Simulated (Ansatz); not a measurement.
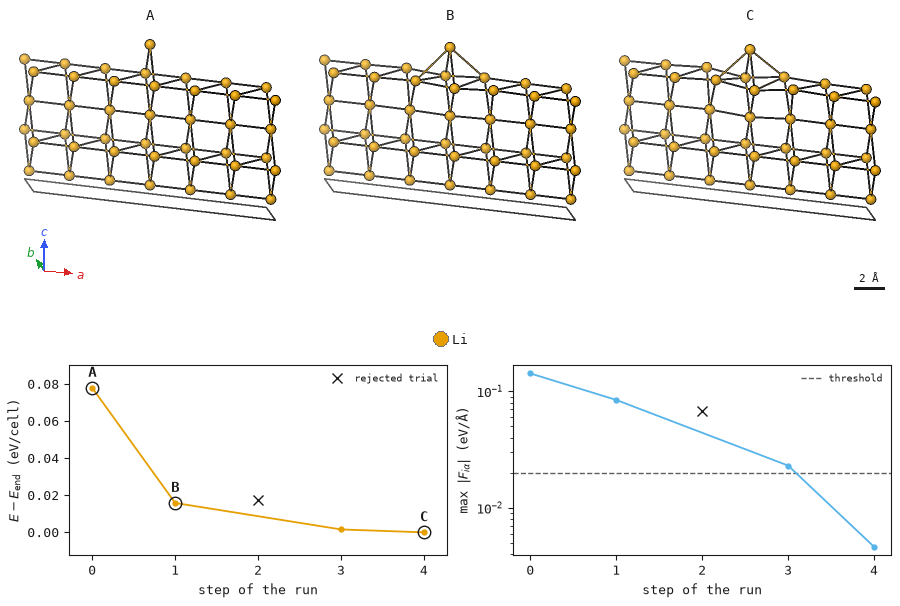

Frames of a constrained relaxation of a slab of composition Li (cut from the Im-3m phase), marked on the history of the run. The picture is a ball-and-stick view of the cell of the calculation, outlined in the plane, without the vacuum (origin shifted), seen slightly off an axis.

Case: stripe of 2 of 6 rows, two steps. 12 atoms are held fixed.

Theory: Ansatz 0.2.0, DFT PBEsol, scalar-relativistic, plane waves, PAW.

Input file:
```yaml
crystal:
  lattice:
    - [17.8258881403, 0.0, 0.0]
    - [-1.9806542378, 2.8010680855, 0.0]
    - [0.0, 0.0, 21.703184479]
  atoms:
    - { symbol: Li, position: [0.0, 0.0, 0.0691142814] }
    - { symbol: Li, position: [0.1666666667, 0.5, 0.1808857186] }
    - { symbol: Li, position: [0.1666666667, 0.0, 0.0691142814] }
    - { symbol: Li, position: [0.3333333333, 0.5, 0.1808857186] }
    - { symbol: Li, position: [0.3333333333, 0.0, 0.0691142814] }
    - { symbol: Li, position: [0.5, 0.5, 0.1808857186] }
    - { symbol: Li, position: [0.5, 0.0, 0.0691142814] }
    - { symbol: Li, position: [0.6666666667, 0.5, 0.1808857186] }
    - { symbol: Li, position: [0.6666666667, 0.0, 0.0691142814] }
    - { symbol: Li, position: [0.8333333333, 0.5, 0.1808857186] }
    - { symbol: Li, position: [0.8333333333, 1.0, 0.0691142814] }
    - { symbol: Li, position: [0.0, 0.5, 0.1808857186] }
    - { symbol: Li, position: [1.0, 1.0, 0.2926571557] }
    - { symbol: Li, position: [0.1666666667, 0.5, 0.4044285929] }
    - { symbol: Li, position: [0.1666666667, 1.0, 0.2926571557] }
    - { symbol: Li, position: [0.3333333333, 0.5, 0.4044285929] }
    - { symbol: Li, position: [0.3333333333, 1.0, 0.2926571557] }
    - { symbol: Li, position: [0.5, 0.5, 0.4044285929] }
    - { symbol: Li, position: [0.5, 1.0, 0.2926571557] }
    - { symbol: Li, position: [0.6666666667, 0.5, 0.4044285929] }
    - { symbol: Li, position: [0.6666666667, 1.0, 0.2926571557] }
    - { symbol: Li, position: [0.8333333333, 0.5, 0.4044285929] }
    - { symbol: Li, position: [0.8333333333, 1.0, 0.2926571557] }
    - { symbol: Li, position: [0.0, 0.5, 0.4044285929] }
    - { symbol: Li, position: [0.1666666667, 1.0, 0.51620003] }
basis:
  ecutwfc: 420
kpoints:
  mp_grid: { grid: [3, 14, 1] }
hamiltonian:
  xc: pbesol
scf:
  occupations: { method: gaussian, width: 0.1 }
output:
  forces: true
  eigenvalues: true
  populations: true
  write_density: true
  write_potential: true
  elf: true
  volumetric_format: npy
relax:
  adjacent_minimum: "off"
  f_tol: 0.02
  max_steps: 45
  constraints: [{ sites: [0, 1, 2, 3, 4, 5, 6, 7, 8, 9, 10, 11] }]
efield:
  axis: 3
  dipole_correction: true
  ramp_width: 0.04
```

Launched with:
```bash
ansatz run input.yaml --threads 4 --pin off --max-ram 9216MiB --backend cpu --events-out ev --progress --plain --runs-dir out
```

Q: Describe the path.

A: The atom that moves furthest is Li25 (0.35 Å along the normal (−c)). The cell doesn't change. Some distances before and after: Li16–Li25 3.431 → 3.060 Å, Li2–Li15 2.971 → 2.843 Å, Li14–Li15 2.971 → 2.851 Å, Li20–Li21 2.971 → 2.887 Å. Bond angles that change, for instance: Li14–Li24–Li22 180.0° → 169.5°, Li13–Li24–Li14 70.5° → 65.5°, Li13–Li24–Li14 109.5° → 105.0°. The energy falls by 77.9 meV per cell of the calculation in 3 accepted moves (4 points after the start). Largest force component: 0.14 eV/Å at the start, 0.0046 eV/Å at the end. The line search rejected the trial step at point 2 of the run. From step 0 to 1: Li25 moves most (0.19 Å), energy −62.1 meV per cell of the calculation. From step 1 to 4: Li25 moves most (0.16 Å), energy −15.9 meV per cell of the calculation.
